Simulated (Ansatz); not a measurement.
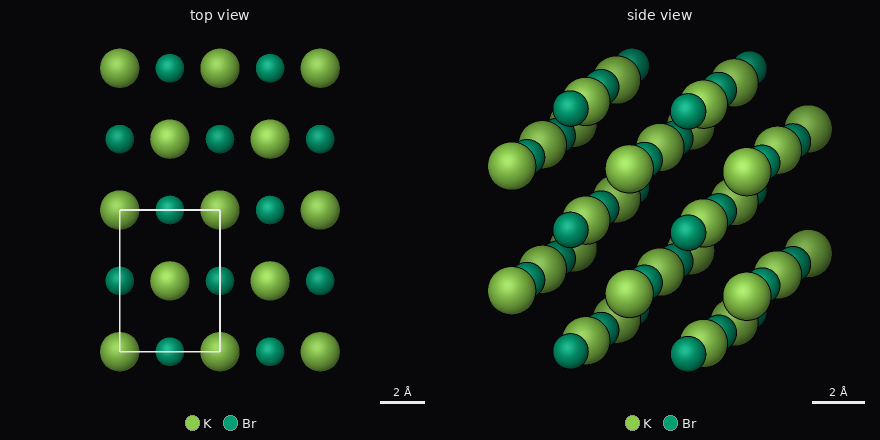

KBr(110) (Fm-3m bulk, 5 atomic planes (those closer than 0.6 Å count as one), 10 Å, KBr-terminated), seen from above and from the side.

Level of theory: DFT PBE, scalar-relativistic, plane waves, PAW (Ansatz 0.2.0). Cutoff 420 eV, 13 × 9 k-points, Gaussian smearing 0.05 eV, dipole correction. The slab is a cut without reconstruction beyond its cell, at the source's lattice constants, with its lower half held fixed and the rest relaxed. Relaxation changes the spacing of inner planes by up to 5 %, all the same way; the held half keeps the source's spacing. No spin polarisation. The semilocal functional makes this wide gap too small, and with it the biases at which current sets in. The run warns that the functional's potential is rough in the thin density of the vacuum, where the tip is; weak contrasts and barriers may feel it.

Images follow the Tersoff–Hamann model: the current is the local density of the sample's states between the Fermi level and the bias, at the tip's centre. Zero bias is put in the middle of the gap by convention. Bias windows are sharp sums over the levels of the k mesh.

```cif
data_structure
_symmetry_space_group_name_H-M 'P 1'
_symmetry_Int_Tables_number 1
_cell_length_a 4.6563
_cell_length_b 6.5850
_cell_length_c 27.3126
_cell_angle_alpha 90.000
_cell_angle_beta 90.000
_cell_angle_gamma 90.000
_cell_volume 837.45
loop_
_atom_site_label
_atom_site_type_symbol
_atom_site_fract_x
_atom_site_fract_y
_atom_site_fract_z
_atom_site_occupancy
K1 K 0.50000 0.50000 0.32952 1
Br1 Br 0.50000 0.00000 0.32952 1
K2 K 0.00000 0.00000 0.41476 1
Br2 Br 0.00000 0.50000 0.41476 1
K3 K 0.50000 0.50000 0.50282 1
Br3 Br 0.50000 0.00000 0.50412 1
K4 K 0.00000 0.00000 0.59392 1
Br4 Br 0.00000 0.50000 0.59127 1
K5 K 0.50000 0.50000 0.67353 1
Br5 Br 0.50000 0.00000 0.67860 1
```

Predict the constant-current image at a set point of 9.0 × 10⁻⁷ e/Å³ at −3.85 V.

Answer. The brightest spots lie over the top Br atoms; the darkest points are over the sites above the Br atoms 2.4 Å below the top plane. The corrugation is 94 pm at a mean tip height of 4.9 Å.

The computed image, with the atoms seen from above drawn over one corner (deeper ones smaller):

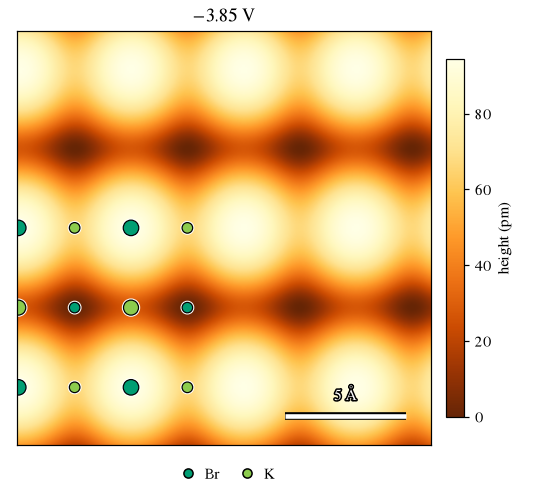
